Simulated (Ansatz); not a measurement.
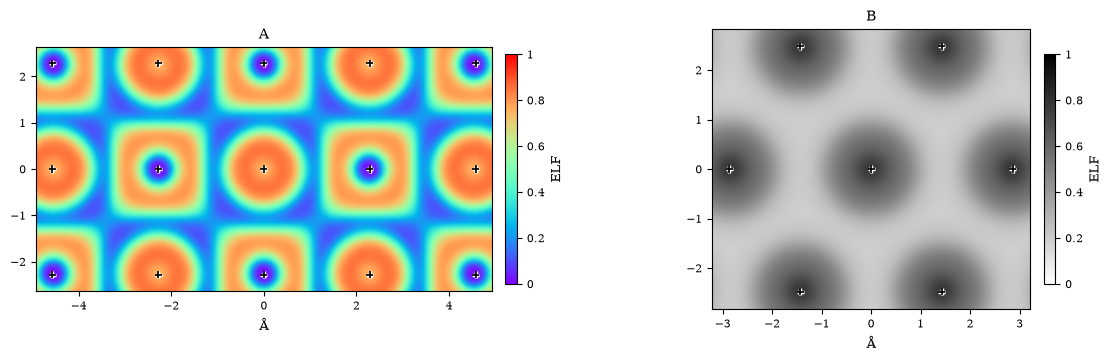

The electron localisation function of 2 systems, each on a plane through atoms (crosses mark nuclei in the plane).

Computed with DFT LDA, scalar-relativistic, plane waves, PAW (Ansatz).

System 1: HfC, the (001) plane of the conventional cell. Space group Fm-3m.

```xyz
8
Lattice="4.5727 0.0000 0.0000 0.0000 4.5727 0.0000 0.0000 0.0000 4.5727" Properties=species:S:1:pos:R:3 pbc="T T T"
Hf    2.2864    0.0000    0.0000
Hf    0.0000    2.2864    0.0000
Hf    0.0000    0.0000    2.2864
Hf    2.2864    2.2864    2.2864
C     0.0000    0.0000    0.0000
C     2.2864    2.2864    0.0000
C     2.2864    0.0000    2.2864
C     0.0000    2.2864    2.2864
```

System 2: Au, the (111) plane of the conventional cell. Space group Fm-3m; computed without spin polarisation.

```
Au
1.0
     4.04831    0.00000    0.00000
     0.00000    4.04831    0.00000
     0.00000    0.00000    4.04831
Au
4
Direct
  0.00000 0.00000 0.00000
  0.50000 0.50000 0.00000
  0.50000 0.00000 0.50000
  0.00000 0.50000 0.50000
```

Q: Match each panel to its system.

A: Panel A is system 1, HfC: the plane holds Hf and C. Hf–C (2.29 Å): the ELF peaks at about 0.80 in the valence shell of C, 0.7 Å from its nucleus, and is about 0.25 at the midpoint; no localised pair shows between them. Panel B is system 2, Au: the plane holds Au. Au–Au (2.86 Å): the ELF is about 0.20 at the midpoint (no shared electron pair shows on this line).
